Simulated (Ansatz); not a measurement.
# Mg/GaN/Zr: predicting the conductance of a thicker barrier

**Method.** Ansatz 0.2.0, plane waves with PAW datasets, PBE. Interfaces are relaxed in a short slab (with D3(BJ) where the barrier is layered), set between ideal electrode layers that go on as semi-infinite leads, and the zero-bias conductance G at 300 K comes from T(E) on a typed mesh. The error is the largest of the program's estimates from energy step, mesh, the leads' potential steps and neutrality; its separate bound for narrow resonances between the energies solved isn't counted and can be far larger. The lower electrode is Mg (hcp 0001), the upper Zr (hcp 0001) and the barrier GaN (wurtzite 0001), on a net of side 3.205 Å; d is the distance between the electrodes' last planes.

The runs shown:

```tsv
planes in the barrier	d (Å)	G (S/m²)	error (%)	lead step (meV)
4	7.42	2.62e13	14	26
8	12.69	8.50e12	11	26
```

**Question.** A further run has 12 planes, d = 17.96 Å. Fit G ∝ exp(−βd) to the rows shown and predict its conductance.

Working: Through two points, β = ln(2.62e13 / 8.50e12) / (12.69 − 7.42) = 1.12 / 5.27 = 0.213 Å⁻¹. From the last point shown, G = 8.50e12 × exp(−0.213 × 5.27) = 2.76e12 S/m².

**The withheld run.** The run gave 2.28e12 S/m², with an error estimate of 9 % and a lead step of 26 meV. The prediction is 1.21 times that, too high by 21 %. That lies within the runs' own error estimates, carried through the fit.

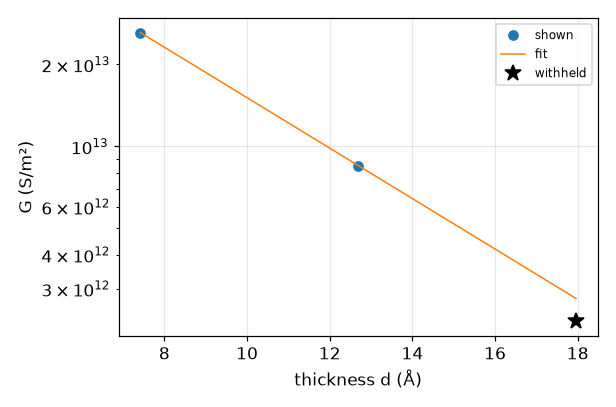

Fit and withheld run.

Caveats: The interfaces are ideal, one cell wide, strained to a common net and relaxed from one registry with their symmetry kept. PBE's gaps are too small, so true decay constants are likely larger where the Fermi level lies deep in a gap. No spin-orbit coupling, phonons, disorder or image charges enter. The rows shown are chosen by tests on error estimates (under 100 to 120 %), lead steps (under 150 meV, though the program warns over 25), intact interfaces and, for fits, a steady trend in the rows shown; the data set holds 414 series of this kind, and not all pass.

[Logs are printed without paths, hosts, clocks, repeated set-up lines and the standing remarks that a program may print on its own settings, such as how far it seeks lower states.]
